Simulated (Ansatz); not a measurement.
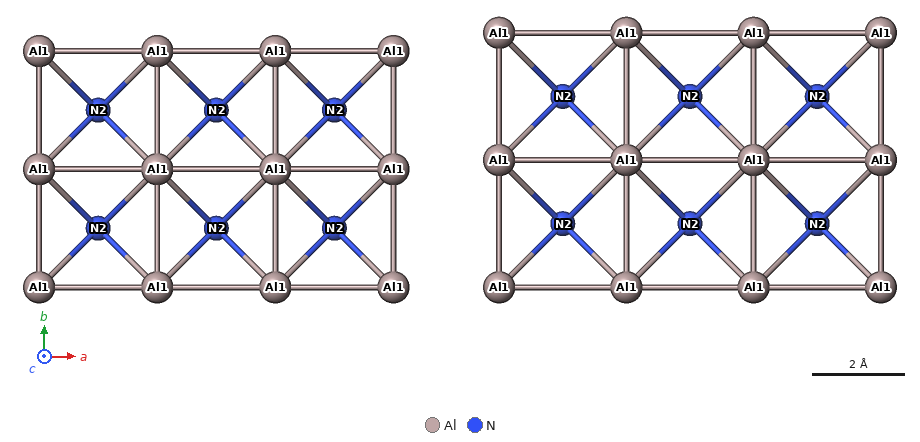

Two geometries of crystalline AlN (built on the caesium chloride_221 type) (coarse preliminary run), drawn at one scale. One is the start of a relaxation, the other its converged end. Style: ball-and-stick. Shown: the cell of the calculation, repeated 3 × 2 × 1 with one cell outlined, along the c axis.

Computed with DFT r2SCAN, scalar-relativistic, plane waves, PAW in Ansatz. Settings: plane-wave cutoff 500 eV; k-point mesh 6 × 6 × 6; occupations gaussian; smearing width 0.1 eV; no spin polarisation; cell and atoms relaxed; force threshold 0.04 eV/Å; at most 70 steps.

Which geometry has the lower energy?

The left one is the relaxed one. Case: caesium chloride type (Pm-3m, No. 221). The atoms keep their places relative to the cell (all moves are under 0.005 Å). Cell: a = b = c 2.784 → 2.584 Å (−7.2 %). Volume −20.0 %. Some distances before and after: Al1–Al1 2.784 → 2.584 Å, Al1–N2 2.411 → 2.238 Å. The space group stays Pm-3m (No. 221). Over 4 accepted moves (5 points after the start) the energy falls by 0.497 eV per cell of the calculation. All forces vanish by symmetry, so only the cell relaxes. Pressure: −30.42 GPa at the start and 0.02 GPa at the end. The SCF was repeated once at an unchanged geometry on a basis and grid sized afresh for the cell, which shifted the energy by 1.6 meV per cell of the calculation at most. Cost: 6.5 s on 1 thread of Arm Neoverse V2, with other jobs on the host, peak memory 0.32 GiB.

Limits of the set-up: the k-point mesh is coarse for a cell with partly filled bands.
